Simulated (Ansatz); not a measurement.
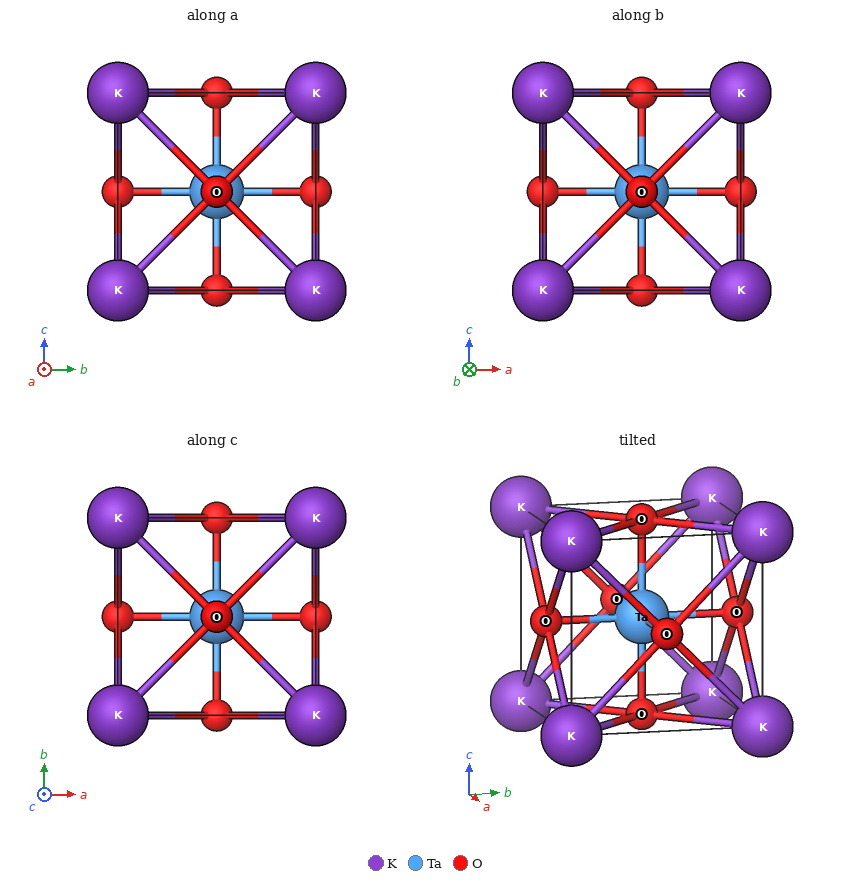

An orthographic ball-and-stick view of the structure, along the a axis, along the b axis, along the c axis and slightly off an axis. The frame is the conventional unit cell; atoms at its boundary are shown with their periodic copies.

Lattice parameters: a = 4.0300 Å, b = 4.0300 Å, c = 4.0300 Å, α = 90.000°, β = 90.000°, γ = 90.000°.

From the views, write a CIF with its space group and independent sites.

Answer.
```cif
data_structure
_symmetry_space_group_name_H-M 'P m -3 m'
_symmetry_Int_Tables_number 221
_cell_length_a 4.0300
_cell_length_b 4.0300
_cell_length_c 4.0300
_cell_angle_alpha 90.000
_cell_angle_beta 90.000
_cell_angle_gamma 90.000
_cell_volume 65.45
loop_
_atom_site_label
_atom_site_type_symbol
_atom_site_symmetry_multiplicity
_atom_site_Wyckoff_symbol
_atom_site_fract_x
_atom_site_fract_y
_atom_site_fract_z
_atom_site_occupancy
K1 K 1 a 0.0000 0.0000 0.0000 1
Ta1 Ta 1 b 0.5000 0.5000 0.5000 1
O1 O 3 c 0.5000 0.5000 0.0000 1
```

It derives from a structure type filled with these elements by a generator (whether the compound takes this form wasn't checked). The cell was then strained or its atoms displaced on purpose. A calculation with Ansatz used it as input.
